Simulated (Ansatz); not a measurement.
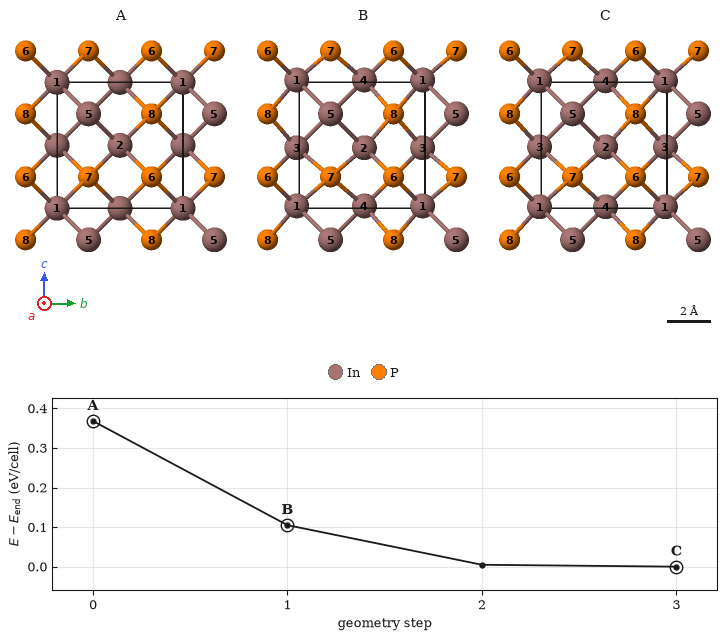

Frames of a relaxation of a defect cell of composition In₅P₃, marked on the history of the run. The picture is a ball-and-stick view of the cell of the calculation, seen along the a axis.

Level of theory: DFT PBE, scalar-relativistic, plane waves, PAW; settings changed in Ansatz.

The input:
```yaml
crystal:
  lattice:
    - [0.0, 0.0, -5.9597880294]
    - [0.0, -5.9597880294, 0.0]
    - [-5.9597880294, 0.0, 0.0]
  atoms:
    - { symbol: In, position: [1.0, 1.0, 1.0] }
    - { symbol: In, position: [0.0, 0.5, 0.5] }
    - { symbol: In, position: [0.5, 0.0, 0.5] }
    - { symbol: In, position: [0.5, 0.5, 1.0] }
    - { symbol: In, position: [0.25, 0.25, 0.75] }
    - { symbol: P, position: [0.25, 0.75, 0.25] }
    - { symbol: P, position: [0.75, 0.25, 0.25] }
    - { symbol: P, position: [0.75, 0.75, 0.75] }
  host:
    lattice:
      - [0.0, 2.9798940147, 2.9798940147]
      - [2.9798940147, 0.0, 2.9798940147]
      - [2.9798940147, 2.9798940147, 0.0]
    atoms:
      - { symbol: In, position: [0.0, 0.0, 0.0] }
      - { symbol: P, position: [0.25, 0.25, 0.25] }
basis:
  ecutwfc: 420
  xc_grid: 2
  ecutrho_ratio: 6
kpoints:
  mp_grid: { grid: [3, 3, 3], shift: [0.0, 0.0, 0.0] }
hamiltonian:
  xc: pbe
scf:
  occupations: { method: gaussian, width: 0.02 }
  mixing: { algorithm: broyden, beta: 0.9, ndim: 2 }
output:
  forces: true
  eigenvalues: true
relax:
  adjacent_minimum: "off"
  f_tol: 0.025
  max_steps: 45
```

Launched with:
```bash
ansatz run input.yaml --threads 4 --pin off --max-ram 10240MiB --backend cpu --events-out ev --progress --plain --runs-dir out
```

**What happens along the run?**

Over 3 geometry steps the energy falls by 0.368 eV per cell of the calculation. Largest force component: 0.89 eV/Å at the start, 0.00022 eV/Å at the end. The largest moves, 0.13 Å, are those of In1, In2, In3 and In4. In1 goes along [−1 −1 1]. P stays in place. The cell doesn't change. Among the contacts that change: In1–In5 2.581 → 2.708 Å, In1–P6 2.581 → 2.541 Å. Bond angles that change, for instance: In1–P6–In2 109.5° → 104.1°, In1–P6–In3 109.5° → 112.2°, In5–In2–P6 109.5° → 106.8°. From step 0 to 1: In atoms move most (0.19 Å), energy −0.263 eV per cell of the calculation. From step 1 to 3: In atoms move most (0.07 Å), energy −0.105 eV per cell of the calculation.

Limits of the set-up: the periodic images lie only 6.0 Å apart, so the values are limited by the cell's size.
